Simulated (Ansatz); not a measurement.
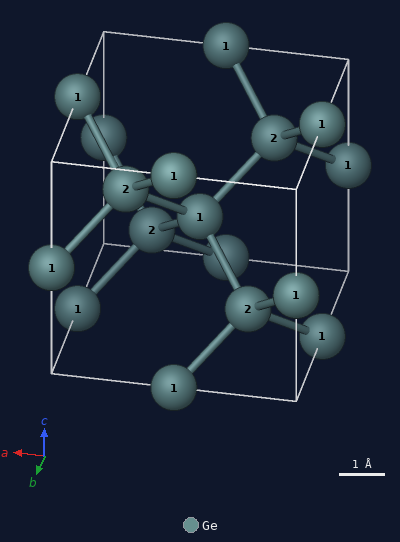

**Figure 1.** The input geometry (ball-and-stick view of the cell 4 times as large as that of the calculation, set on its symmetry axes, seen at an oblique angle; atoms are numbered from 1 in the order of the input). An atom can appear more than once, as a periodic image. Near neighbours in the periodic cell (some may lie outside the picture): Ge has 4 Ge at 2.45 Å.

## Geometry relaxation, with input and output: Ge

Ge (2 atoms in the cell), computed with DFT PBEsol, scalar-relativistic, plane waves, PAW, no spin polarisation (Ansatz 0.2.0).

The structure derives from an entry of the Crystallography Open Database. Figures and captions count atoms from 1; the log counts them from 0 in places.

### Log
```
Engine: ansatz 0.2.0, x86_64-unknown-linux-gnu
Pseudopotentials: kind: paw
Pseudopotential: Ge, paw, valence charge 14, recommended cutoff 420 eV (normal), Ge.paw.azcp
Functional definition: PBEsol
  exchange = pbesol_x
  correlation = pbesol_c
Crystal: 2 atoms, lattice volume = 45.271 Å³
Basis set: ecut = 420 eV, 893 PW (Γ), exchange–correlation on 54×54×54 points (8 copies of the dense FFT grid, shifted against one another)
Bands: 18, of which v1, the nominal top of the filled ones, is band 14 counted from 1 (13 counted from 0)
Symmetry: 48 space group operations
Space group: Fd-3m (ITA 227), of the structure as read, at distance tolerance 3.6e-5 Å
k-points: 104 of 2744
Non-local potential: Ge, projectors of the file, l = 0: 2, l = 1: 2, l = 2: 3, l = 3: 1
PAW form: soft (Blöchl's): semilocal exchange-correlation on the pseudo side does not see the compensation charge
PAW frozen core: Ge, regenerated for the run's functional, and the local potential with it (the file was generated under x = pbe(κ = 0.804, μ = 0.2195149727645171), c = pbe(β = 0.06672455060314922))
PAW one-centre angular grid: Ge, 590 points (default); XC on 64 Gauss nodes
Initial density: superposition of atomic densities (neutral atoms: chi_scale 0, normalization atom), corrected by the library's trained network
Initial wavefunctions: pseudopotential atomic-orbital guess
Functional: x = pbesol(κ = 0.804, μ = 0.12345679012345678), c = pbesol(β = 0.046)
SCF iter   1: F=—  HF=-8506.994384 eV  |F-HF|=—  |Δ(HF+E_count)|=         —  Δρ=2.55e-3  dr2=3.48e-3  ethr=1.77e-3  ⟨swp⟩=5.7  Hψ=8760  notcnv=0
preconditioner: auto → none  [insulator: Δε(μ)=0.113 eV  Ē_g=23.357 eV  σ=0.100 eV  W_gap=0.54  n_scr=14 (ndim 8)  ℏωp=29.2 eV  f_vac=0.074  D(μ)=0.04/eV (n_scr^D=0)  ε∞_Penn≈2.6]
SCF iter   2: F=—  HF=-8506.992941 eV  |F-HF|=—  |Δ(HF+E_count)|=   1.44e-3  Δρ=1.24e-3  dr2=5.53e-4  ethr=1.24e-5  ⟨swp⟩=2.2  Hψ=3310  notcnv=0
SCF iter   3: F=—  HF=-8506.993054 eV  |F-HF|=—  |Δ(HF+E_count)|=   1.13e-4  Δρ=2.40e-4  dr2=1.99e-5  ethr=1.97e-6  ⟨swp⟩=2.0  Hψ=3329  notcnv=0
SCF iter   4: F=—  HF=-8506.993059 eV  |F-HF|=—  |Δ(HF+E_count)|=   5.18e-6  Δρ=2.12e-4  dr2=1.04e-5  ethr=7.11e-8  ⟨swp⟩=2.0  Hψ=3332  notcnv=0
SCF iter   5: F=—  HF=-8506.993045 eV  |F-HF|=—  |Δ(HF+E_count)|=   1.39e-5  Δρ=2.55e-5  dr2=1.49e-7  ethr=3.72e-8  ⟨swp⟩=2.0  Hψ=3329  notcnv=0
SCF iter   6: F=-8506.993045 eV  HF=-8506.993045 eV  |F-HF|=2.21e-9  |Δ(HF+E_count)|=   1.06e-7  Δρ=2.22e-6  dr2=1.04e-9  ethr=3.57e-10  ⟨swp⟩=5.0  Hψ=8441  notcnv=0
SCF 1 converged in 6 iterations: F = -8506.993045 eV  dr2 = 1.04e-9
  greatest PAW one-centre occupation: 0.998 electrons in one spin orbital (limit 2), on the Ge atom at site 1 (counted from 0), in its partial waves of l = 2
relax step   1: F+E_penalty+E_count = -8506.99304508 eV  Δ(F+E_penalty+E_count) = +0.000e0 eV  max|allowed force component| = 9.252e-18 eV/Å  Δτ_max = 0.0000 Å  P = +0.664 GPa  Ω = 45.271 Å³  (6 SCF iters, dr2 threshold 1.00e-7 eV, accepted)
Crystal: 2 atoms, lattice volume = 45.627 Å³
Initial density: handed on by an earlier stage of this run
Initial wavefunctions: those handed on with the density
iter 1 solved again at ethr=3.21e-7 eV; its pass at ethr=3.10e-3 eV (dr2=8.98e-5 eV) is discarded
SCF iter   1: F=—  HF=-8506.993865 eV  |F-HF|=—  |Δ(HF+E_count)|=         —  Δρ=3.52e-4  dr2=6.71e-5  ethr=3.21e-7  ⟨swp⟩=2.0  Hψ=10138  notcnv=0
preconditioner: auto → Kerker (q_TF=auto, 2.515 Å⁻¹)  [metal: Δε(μ)=0.093 eV  Ē_g=23.373 eV  σ=0.100 eV  W_gap=0.45  n_scr=14 (ndim 8)  ℏωp=29.1 eV  f_vac=0.063  D(μ)=0.05/eV (n_scr^D=0)]
SCF iter   2: F=—  HF=-8506.993868 eV  |F-HF|=—  |Δ(HF+E_count)|=   3.02e-6  Δρ=2.40e-4  dr2=3.69e-5  ethr=2.40e-7  ⟨swp⟩=1.0  Hψ=1872  notcnv=0
SCF iter   3: F=—  HF=-8506.993865 eV  |F-HF|=—  |Δ(HF+E_count)|=   2.97e-6  Δρ=5.48e-5  dr2=3.00e-6  ethr=1.32e-7  ⟨swp⟩=1.2  Hψ=1895  notcnv=0
SCF iter   4: F=—  HF=-8506.993866 eV  |F-HF|=—  |Δ(HF+E_count)|=   1.55e-6  Δρ=2.43e-5  dr2=1.43e-7  ethr=7.14e-10  ⟨swp⟩=3.2  Hψ=7879  notcnv=0
SCF iter   5: F=-8506.993866 eV  HF=-8506.993866 eV  |F-HF|=5.41e-8  |Δ(HF+E_count)|=   1.86e-7  Δρ=8.87e-6  dr2=2.57e-8  ethr=5.10e-10  ⟨swp⟩=5.0  Hψ=8230  notcnv=0
SCF 2 converged in 5 iterations: F = -8506.993866 eV  dr2 = 2.57e-8
relax step   2: F+E_penalty+E_count = -8506.99386621 eV  Δ(F+E_penalty+E_count) = -8.211e-4 eV  max|allowed force component| = 1.249e-16 eV/Å  Δτ_max = 0.0000 Å  P = +0.124 GPa  Ω = 45.627 Å³  energy of the carried Pulay correction = -5.150e-5 eV  (5 SCF iters, dr2 threshold 2.00e-7 eV, accepted)
Crystal: 2 atoms, lattice volume = 45.710 Å³
iter 1 solved again at ethr=1.66e-8 eV; its pass at ethr=3.10e-3 eV (dr2=4.66e-6 eV) is discarded
SCF iter   1: F=—  HF=-8506.993883 eV  |F-HF|=—  |Δ(HF+E_count)|=         —  Δρ=7.95e-5  dr2=3.63e-6  ethr=1.66e-8  ⟨swp⟩=2.0  Hψ=10137  notcnv=0
preconditioner: auto → Kerker (q_TF=auto, 2.514 Å⁻¹)  [metal: Δε(μ)=0.088 eV  Ē_g=23.367 eV  σ=0.100 eV  W_gap=0.43  n_scr=14 (ndim 8)  ℏωp=29.1 eV  f_vac=0.062  D(μ)=0.05/eV (n_scr^D=0)]
SCF iter   2: F=—  HF=-8506.993887 eV  |F-HF|=—  |Δ(HF+E_count)|=   3.88e-6  Δρ=5.49e-5  dr2=2.05e-6  ethr=1.30e-8  ⟨swp⟩=1.0  Hψ=1872  notcnv=0
SCF iter   3: F=—  HF=-8506.993887 eV  |F-HF|=—  |Δ(HF+E_count)|=   6.16e-8  Δρ=1.32e-5  dr2=1.08e-7  ethr=7.33e-9  ⟨swp⟩=2.0  Hψ=2285  notcnv=0
SCF iter   4: F=—  HF=-8506.993887 eV  |F-HF|=—  |Δ(HF+E_count)|=   8.18e-8  Δρ=7.53e-6  dr2=1.55e-8  ethr=1.38e-10  ⟨swp⟩=4.0  Hψ=6656  notcnv=0
SCF iter   5: F=-8506.993887 eV  HF=-8506.993887 eV  |F-HF|=2.49e-9  |Δ(HF+E_count)|=   8.87e-9  Δρ=1.54e-6  dr2=9.98e-10  ethr=5.52e-11  ⟨swp⟩=3.8  Hψ=5616  notcnv=0
SCF 3 converged in 5 iterations: F = -8506.993887 eV  dr2 = 9.98e-10
relax step   3: F+E_penalty+E_count = -8506.99388714 eV  Δ(F+E_penalty+E_count) = -2.093e-5 eV  max|allowed force component| = 4.626e-17 eV/Å  Δτ_max = 0.0000 Å  P = +0.002 GPa  Ω = 45.710 Å³  energy of the carried Pulay correction = -6.341e-5 eV  (5 SCF iters, dr2 threshold 3.86e-8 eV, accepted)
Initial wavefunctions: pseudopotential atomic-orbital guess (no wavefunctions were taken with the density)
iter 1 solved again at ethr=2.35e-7 eV; its pass at ethr=3.10e-3 eV (dr2=6.58e-5 eV) is discarded
SCF iter   1: F=—  HF=-8506.993949 eV  |F-HF|=—  |Δ(HF+E_count)|=         —  Δρ=5.48e-6  dr2=2.89e-9  ethr=2.35e-7  ⟨swp⟩=2.4  Hψ=12825  notcnv=0
eigensolver tolerance schedule: the retry pair's looser diagonalisation over-reported the residual by 22787.76 of it (diagonalisation noise at an unbounded share of the residual, at the tolerance the schedule requests for it); recorded, not acted on — ethr = c·dr2/N_el stays at c = 1.0e-1
SCF iter   2: F=—  HF=-8506.993952 eV  |F-HF|=—  |Δ(HF+E_count)|=   3.20e-6  Δρ=5.27e-6  dr2=5.41e-9  ethr=1.03e-11  ⟨swp⟩=3.0  Hψ=4526  notcnv=0
SCF iter   3: F=—  HF=-8506.993952 eV  |F-HF|=—  |Δ(HF+E_count)|=   1.89e-9  Δρ=2.53e-6  dr2=1.34e-9  ethr=1.03e-11  ⟨swp⟩=2.0  Hψ=3128  notcnv=0
SCF iter   4: F=—  HF=-8506.993952 eV  |F-HF|=—  |Δ(HF+E_count)|=  4.73e-10  Δρ=2.77e-7  dr2=3.80e-11  ethr=4.78e-12  ⟨swp⟩=2.0  Hψ=2188  notcnv=0
SCF iter   5: F=-8506.993952 eV  HF=-8506.993952 eV  |F-HF|=7.28e-12  |Δ(HF+E_count)|=  8.00e-11  Δρ=1.18e-7  dr2=9.29e-12  ethr=1.00e-12  ⟨swp⟩=5.0  Hψ=7078  notcnv=0
SCF 4 converged in 5 iterations: F = -8506.993952 eV  dr2 = 9.29e-12
relax step   4: F+E_penalty+E_count = -8506.99395171 eV  Δ(F+E_penalty+E_count) = -6.457e-5 eV  max|allowed force component| = 5.089e-17 eV/Å  Δτ_max = 0.0000 Å  P = +0.003 GPa  Ω = 45.710 Å³  stress off target by 2.50e-3 GPa  SCF on the basis re-selected at this cell (its energy is not comparable with the rows above)  (5 SCF iters)
```

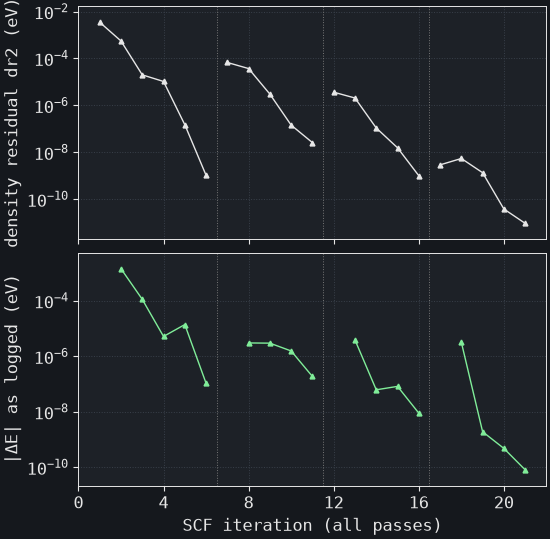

**Figure 2.** Convergence of the self-consistent field: density residual dr2 and size of the energy change against the SCF iteration. The dotted lines part the SCF passes of the relaxation: geometry steps, rejected trials and re-solves on a re-selected basis. The passes take 6, 5, 5 and 5 iterations.

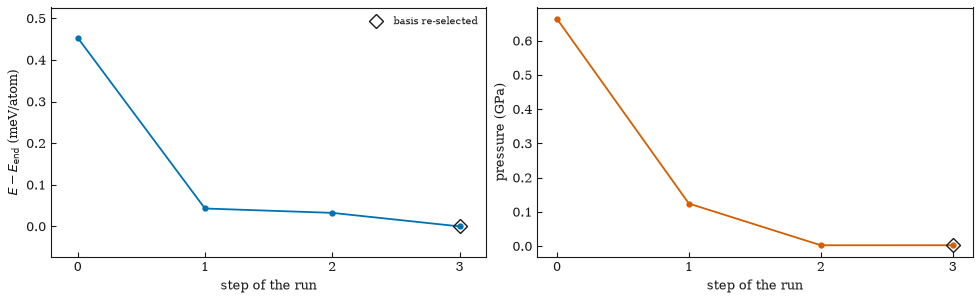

**Figure 3.** Progress of the relaxation, step by step (the first geometry is step 0 here and step 1 in the log). The atoms keep their places relative to the cell (all moves are under 0.005 Å). Cell: a = b = c 5.658 → 5.676 Å (+0.3 %). Volume +1.0 %. Among the contacts that change: Ge1–Ge2 2.450 → 2.458 Å. The space group stays Fd-3m (No. 227). After 2 geometry steps the energy has fallen by 0.4 meV per atom. All forces vanish by symmetry, so only the cell relaxes. Pressure: 0.66 GPa at the start and 0.00 GPa at the end. A last SCF at the same geometry on a re-selected plane-wave basis shifts the energy by next to nothing (0.0 meV per atom). (Atoms are counted from 1 in the order of the input.)

```
basis re-selected at this cell: Δ(F+E_penalty+E_count) = -6.457e-5 eV, ΔP = +0.000 GPa vs the last step (what re-selecting the basis moved, of the pressure what is left beyond the Pulay correction that the steps carried, after the strain that the cell walked since its last selection, with what the two solves' SCF thresholds leave and, on support functions, any second-order correction that the steps lacked; it is no measure of the basis error at this ecutwfc). This SCF's stress stands 2.50e-3 GPa from its target on what of the cell is left free (relax.cell.stress_tol is 5.00e-2 GPa) and its largest allowed force component is 5.09e-17 eV/Å (relax.f_tol is 5.00e-3 eV/Å): within both
SCF converged after 5 iterations
Free energy (F): -8506.993952 eV
Harris-Foulkes:  -8506.993952 eV  (|F-HF|=7.28e-12)
Internal energy: -8506.993706 eV  (E = F + TS)
E sigma→0 (E₀):  -8506.993829 eV
Entropy (-TS):   -0.000246 eV (-0.123 meV/atom)
Fermi energy:    8.330627 eV
--- Per-component energies (eV) ---
  E_band       = -305.523836
  E_kinetic    = 222.985127
  E_local      = -4957.839253  (includes V_loc(G=0)·N_el)
  E_nonlocal   = 840.238441
  E_hartree    = 2172.510595
  E_xc         = -149.891914
  E_vxc        = -129.403848  (∫ρ·V_xc dr)
  E_paw        = -3958.192888  (= ΣΔE_a)
  E_vpaw       = -626.526364  (= ΣTr[D̂ρ^β])
  E_aug_tail   = 0.000813  (compensation charges beyond the density's cutoff)
  E_ewald      = -2678.640500
  E_core_change = 1.835872  (= ΣΔE_core)
  E_smearing   = -0.000246  (= −TS)
  E_closure    = -0.000000  (closes the sum)
  Σ components = -8506.993952   (vs F -8506.993952, Δ=0.00e0)
--- Forces (eV/Å), atoms counted from 1 ---
  atom   1  Ge    -0.00000000     0.00000000    -0.00000000
  atom   2  Ge     0.00000000     0.00000000    -0.00000000
  max |Σ_I F_I| component: 4.74e-17 eV/Å
--- Stress (GPa, compression-positive) ---
        0.002504      -0.000000      -0.000000
       -0.000000       0.002504      -0.000000
       -0.000000      -0.000000       0.002504
  P = ⅓ Tr σ = 0.0025 GPa (0.025 kbar)
--- Band table (eV; the first three rows and the last of 104) ---
  k-point 0: bands = ["-16.4824", "-16.4824", "-16.4824", "-16.4468", "-16.4468", "-16.2403", "-16.2403", "-16.2403", "-16.2280", "-16.2280", "-4.4074", "8.2120", "8.3154", "8.3154", "8.3154", "10.8378", "10.8378", "10.8378"]
  k-point 1: bands = ["-16.4856", "-16.4856", "-16.4815", "-16.4425", "-16.4425", "-16.2458", "-16.2458", "-16.2413", "-16.2232", "-16.2232", "-4.3454", "6.9663", "8.1901", "8.1901", "9.1325", "11.0046", "11.0046", "11.1013"]
  k-point 2: bands = ["-16.4919", "-16.4919", "-16.4792", "-16.4333", "-16.4333", "-16.2545", "-16.2545", "-16.2440", "-16.2160", "-16.2160", "-4.1611", "5.5816", "7.9041", "7.9041", "9.2458", "11.3862", "11.3862", "11.9994"]
  k-point 103: bands = ["-16.5284", "-16.5284", "-16.3928", "-16.3928", "-16.3412", "-16.3412", "-16.3094", "-16.3094", "-16.1759", "-16.1759", "-0.4578", "-0.4578", "4.4571", "4.4571", "11.9182", "11.9182", "13.6246", "13.6246"]
--- Relaxed structure (3 steps of the walk, 3 accepted, 1 SCFs on fresh bases) ---
  F+E_penalty+E_count = -8506.99395171 eV   max|allowed force component| = 5.089e-17 eV/Å   (the final SCF, on the basis selected at the relaxed cell)
  cell:  # Å, volume = 45.7101 Å³
    - [-4.713219130428421e-34, 2.837880726013438, 2.837880726013438]
    - [2.837880726013438, -5.095372032895597e-35, 2.837880726013438]
    - [2.837880726013438, 2.837880726013438, 3.6941447238493025e-34]
  atoms:
    - { symbol: Ge, position: [0.5, 0.5, 0.5] }
    - { symbol: Ge, position: [0.75, 0.75, 0.75] }
```

### Trajectory as extended XYZ (Å, eV, eV/Å), 4 frames, from step=1 to step=4
```
2
Lattice="0.0000 2.8288 2.8288 2.8288 0.0000 2.8288 2.8288 2.8288 0.0000" Properties=species:S:1:pos:R:3:forces:R:3 step=1 energy=-8506.99304 pressure_GPa=0.66
Ge    2.8288    2.8288    2.8288    0.0000   0.0000   0.0000
Ge    4.2432    4.2432    4.2432    0.0000   0.0000   0.0000
2
Lattice="0.0000 2.8362 2.8362 2.8362 0.0000 2.8362 2.8362 2.8362 0.0000" Properties=species:S:1:pos:R:3:forces:R:3 step=2 energy=-8506.99387 pressure_GPa=0.12
Ge    2.8362    2.8362    2.8362    0.0000   0.0000   0.0000
Ge    4.2543    4.2543    4.2543    0.0000   0.0000   0.0000
2
Lattice="0.0000 2.8379 2.8379 2.8379 0.0000 2.8379 2.8379 2.8379 0.0000" Properties=species:S:1:pos:R:3:forces:R:3 step=3 energy=-8506.99389 pressure_GPa=0.00
Ge    2.8379    2.8379    2.8379    0.0000   0.0000   0.0000
Ge    4.2568    4.2568    4.2568    0.0000   0.0000   0.0000
2
Lattice="0.0000 2.8379 2.8379 2.8379 0.0000 2.8379 2.8379 2.8379 0.0000" Properties=species:S:1:pos:R:3:forces:R:3 step=4 energy=-8506.99395 pressure_GPa=0.00
Ge    2.8379    2.8379    2.8379    0.0000   0.0000   0.0000
Ge    4.2568    4.2568    4.2568    0.0000   0.0000   0.0000
```

This output came from the following input.

### Input
```yaml
crystal:
  lattice:
    - [0.0, 2.82877, 2.82877]
    - [2.82877, 0.0, 2.82877]
    - [2.82877, 2.82877, 0.0]
  atoms:
    - { symbol: Ge, position: [0.5, 0.5, 0.5] }
    - { symbol: Ge, position: [0.75, 0.75, 0.75] }
basis:
  ecutwfc: 420
kpoints:
  mp_grid: { grid: [14, 14, 14] }
hamiltonian:
  xc: pbesol
scf:
  occupations: { method: gaussian, width: 0.1 }
output:
  forces: true
  stress: true
  eigenvalues: true
relax:
  adjacent_minimum: "off"
  f_tol: 0.005
  max_steps: 80
  cell: { stress_tol: 0.05 }
```

Command:
```bash
ansatz run input.yaml --threads 2 --pin off --max-ram 5120MiB --backend cpu --events-out ev --progress --plain --runs-dir out
```

### Key numbers

```json
{"quantity": "outcome", "value": "converged"}
{"quantity": "space group (tolerance 0.01 Å)", "value": "Fd-3m (227)"}
{"quantity": "electrons treated", "value": "28"}
{"quantity": "free energy", "value": "−8506.9940 eV"}
{"quantity": "Fermi energy", "value": "8.331 eV"}
{"quantity": "gap on the k-point mesh", "value": "none (metallic)"}
{"quantity": "pressure", "value": "0.00 GPa"}
{"quantity": "final volume", "value": "45.71 Å³"}
{"quantity": "largest force (length of the vector) at the end", "value": "under 0.001 eV/Å"}
{"quantity": "final cell", "value": "a = 4.013 Å, b = 4.013 Å, c = 4.013 Å, α = 60.00°, β = 60.00°, γ = 60.00°"}
{"quantity": "hardware", "value": "2 threads of AMD EPYC (Zen 5), 32 GiB of memory available, shared host"}
{"quantity": "wall time", "value": "2.8 s (CPU time 5.3 s)"}
{"quantity": "peak memory", "value": "0.45 GiB"}
```
